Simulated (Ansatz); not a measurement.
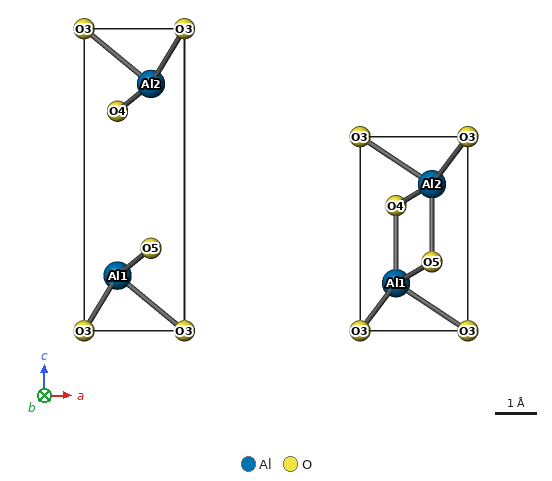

Two geometries of crystalline Al₂O₃ (built on the A-type La2O3 type), drawn at one scale. One is the start of a relaxation, the other its converged end. The picture is a ball-and-stick view of the cell of the calculation, seen along the b axis.

Level of theory: DFT, PBE, plane waves, PAW in Ansatz 0.2.0. Settings: plane-wave cutoff 420 eV; k-point mesh 12 × 12 × 6; occupations fermi dirac; smearing width 0.02 eV; no spin polarisation; cell and atoms relaxed; force threshold 0.005 eV/Å.

**Which one is relaxed?**

The left one is the relaxed one. Over 29 accepted moves (38 points after the start) the energy falls by 1.995 eV per cell of the calculation. Largest force component: 2.2 eV/Å at the start, 0.00058 eV/Å at the end. The pressure goes from 20.52 to 0.03 GPa. The line search rejected the trial step at point 23 of the run. The SCF was repeated 8 times at an unchanged geometry on a basis and grid sized afresh for the cell, which shifted the energy by 0.314 eV per cell of the calculation at most. The largest moves relative to the cell, 0.62 Å, are those of O4 and O5. O4 goes along +c. Largest moves by element: O 0.62 Å, Al 0.47 Å. Cell: a = b 3.102 → 2.888 Å (−6.9 %), c 4.839 → 7.530 Å (+55.6 %). Volume +34.9 %. Near-neighbour distances that change, for instance: Al1–O4 1.936 → 4.097 Å, Al1–O5 1.868 → 1.801 Å, Al1–O3 2.148 → 2.162 Å. Bonds break, among them: Al1–O4 (1.94 → 4.10 Å), Al2–O5 (1.94 → 4.10 Å). Among the angles between lasting bonds that change: Al1–O3–Al2 87.5° → 96.2°, Al1–O3–Al1 92.5° → 83.8°, O3–Al1–O3 92.5° → 83.8°. The space group stays P-3m1 (No. 164).
